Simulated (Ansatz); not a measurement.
```
CELL_PARAMETERS angstrom
5.32911 0.00000 0.00000
0.00000 5.32911 0.00000
0.00000 0.00000 3.12184
ATOMIC_POSITIONS crystal
Al 0.67699 0.67699 0.00000
Al 0.17699 0.82301 0.50000
Al 0.82301 0.17699 0.50000
Al 0.32301 0.32301 0.00000
N 0.81542 0.81542 0.50000
N 0.18458 0.18458 0.50000
N 0.68458 0.31542 0.00000
N 0.31542 0.68458 0.00000
```

Space group P4₂/mnm; a structure generated by program, which may or may not match a known phase.

These are results of Ansatz, DFT PBE, scalar-relativistic, plane waves, PAW, not measurements.

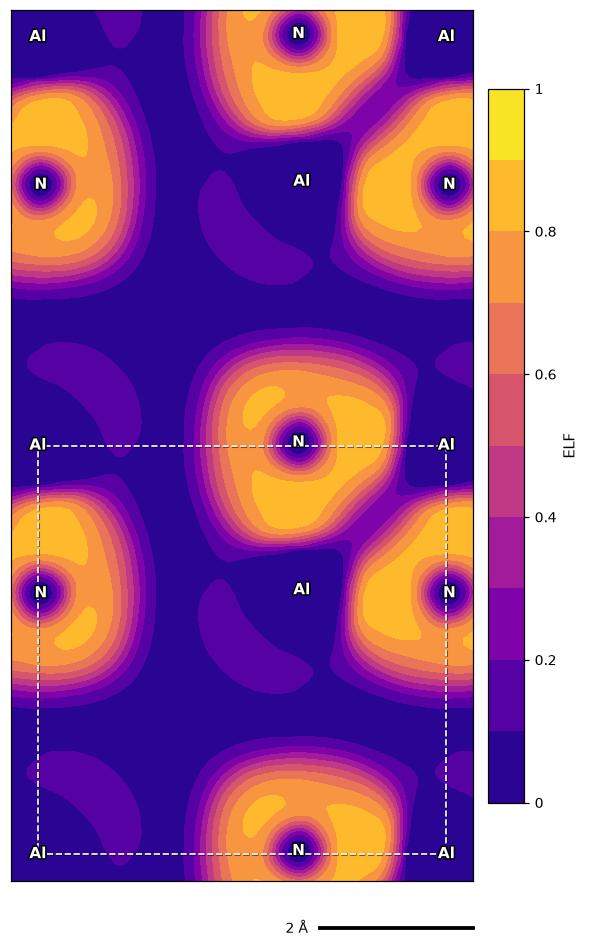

AlN. ELF on the (001) plane of the conventional cell.

In a PAW calculation such maps are meaningful between the atoms, not at the nuclei.

What do the fields say about this system?

- The section cuts through Al and N sites.
- Al–N (1.93 Å): the ELF peaks at about 0.85 in the valence shell of N, 0.8 Å from its nucleus, and is about 0.85 at the midpoint.
